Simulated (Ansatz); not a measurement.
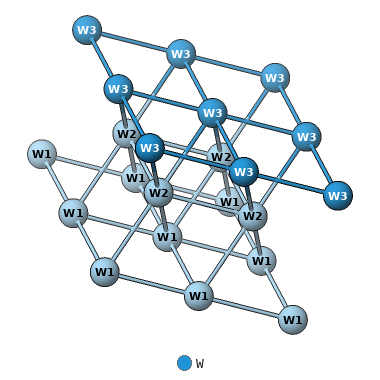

The system is S on a W(110) slab cut from the Im-3m phase, its upper half relaxed before the scan (3 atoms of substrate and one adsorbate in a 1 × 1 cell); the picture shows it without the atoms that are moved over the map. S is moved over the surface cell; relaxed at each place: the height of the adsorbate's atoms; substrate rigid; the origin of the map has the adsorbate above W3. Places are given modulo a cell vector. The map is drawn in real space over the plane of the surface. Grid: 6 × 6 points; 13 points were computed and 23 follow by symmetry. Energies are in eV, from the lowest grid point. With one adsorbate in each 1 × 1 cell, its nearest image is 2.8 Å away, so neighbouring adsorbates interact. All numbers below come from DFT PBE, scalar-relativistic, plane waves, PAW in Ansatz 0.2.0. Settings: cutoff 420 eV, k-mesh 10×10×1, gaussian smearing 0.1 eV, no spin polarisation.

Range: position of S4 along the first surface vector from 0.000 to 0.833; position of S4 along the second surface vector from 0.000 to 0.833.

Q: What will the energy surface look like?

A: The lowest grid point is at (2/6, 4/6) of the cell vectors [nearest 1 W at 2.28 Å]; the map holds 2 wells of about this depth. The bottom of the well lies between grid points, at about (0.35, 0.65) of the cell vectors, about 0.039 eV lower on the interpolated surface. The highest grid point, (1/6, 1/6) of the cell vectors [nearest 1 W at 2.38 Å], lies 1.10 eV above the lowest. On the interpolated surface the easiest way out of the lowest well to a well of about the same depth near (4/6, 2/6) of the cell vectors [nearest 1 W at 2.28 Å] passes a barrier of about 0.49 eV, counted from the interpolated bottom of the well. At the lowest point the adsorbate has 1 W at 2.28 Å as nearest neighbours, at the highest 1 W at 2.38 Å. Its relaxed height above the top atom is 1.71 Å at the lowest and 2.32 Å at the highest point.

| second ↓, first → | 0/6 | 1/6 | 2/6 | 3/6 | 4/6 | 5/6 |
| --- | --- | --- | --- | --- | --- | --- |
| 5/6 | 0.99 | 0.87 | 0.64 | 0.46 | 1.01 | 1.10 |
| 4/6 | 0.82 | 0.64 | 0.00 | 0.53 | 1.07 | 1.01 |
| 3/6 | 0.45 | 0.46 | 0.53 | 0.76 | 0.53 | 0.46 |
| 2/6 | 0.82 | 1.01 | 1.07 | 0.53 | 0.00 | 0.64 |
| 1/6 | 0.99 | 1.10 | 1.01 | 0.46 | 0.64 | 0.87 |
| 0/6 | 1.01 | 0.99 | 0.82 | 0.45 | 0.82 | 0.99 |

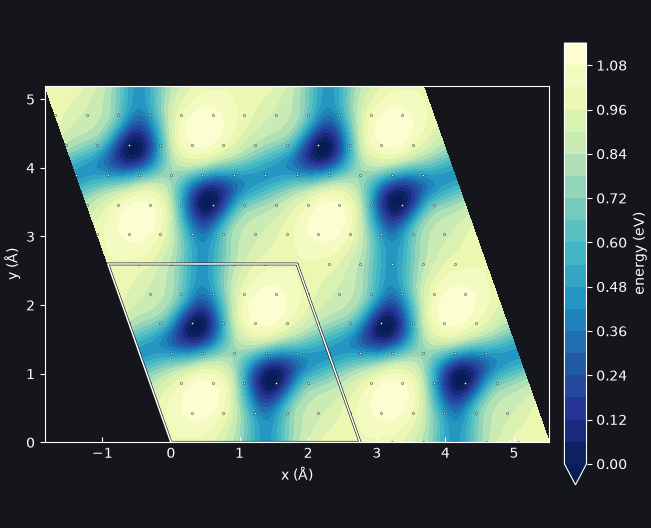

The picture shows filled contours, dots at the grid points, the outline of one cell of the 2 × 2 shown. Between grid points the surface is interpolated.

The whole map (13 points run) took 11 min on 1 thread of Arm Neoverse V2 (shared host).

PAW datasets: the set soft_1.
